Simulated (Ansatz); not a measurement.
Start from this file.

```
CELL_PARAMETERS angstrom
3.71206 0.00000 0.00000
0.00000 3.81743 0.00000
0.00000 0.00000 4.67668
ATOMIC_POSITIONS crystal
Sn 0.00000 0.00000 0.00000
Sn 0.50000 0.50000 0.50000
```

> Interpret the file: composition, symmetry and coordination.

The element is tin. Space group Immm (No. 71), lattice body-centred orthorhombic. The cell holds two atoms. Each Sn atom is coordinated by twelve Sn in a distorted cuboctahedral arrangement at 3.54 to 3.82 Å. The bonds build a three-dimensional framework.

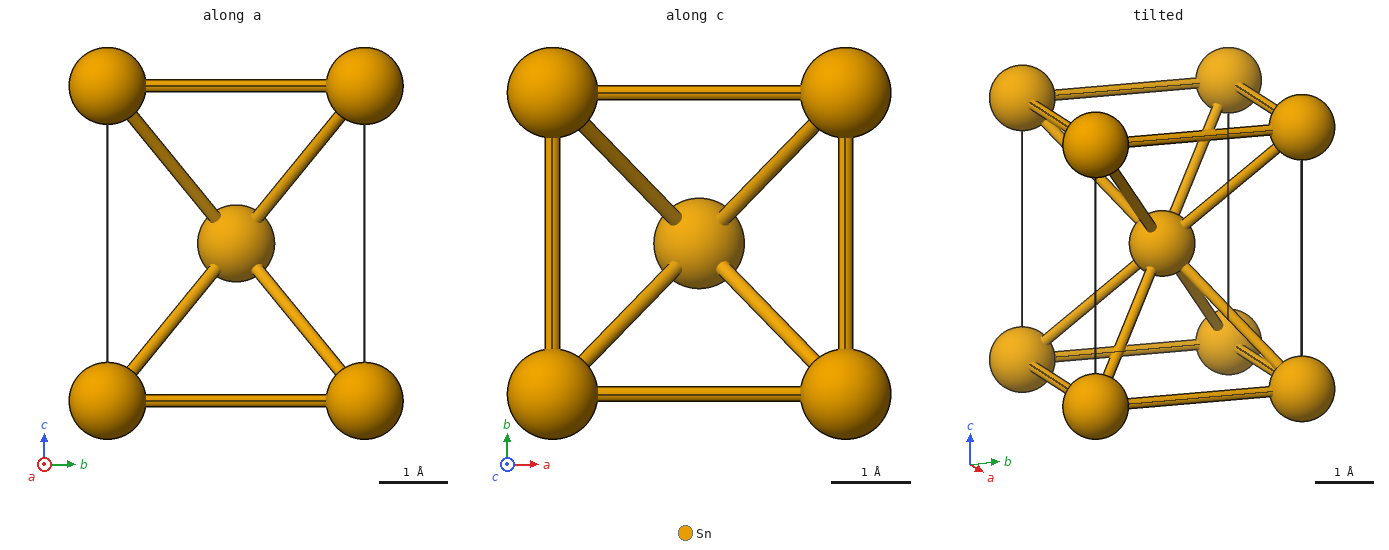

This ball-and-stick model is shown along the a axis, along the c axis and slightly off an axis. Atoms at the boundary of the conventional unit cell (the box) are drawn once for each face, edge or corner they touch. Colours: tin orange.

Provenance: a structure listed in the Materials Project. The cell was then strained or its atoms displaced on purpose. It went into a calculation with Ansatz.

At this level of theory the run's own cell isn't at rest (stretched, at -7 GPa), so its distances can differ from those at equilibrium, the more so the softer the solid.
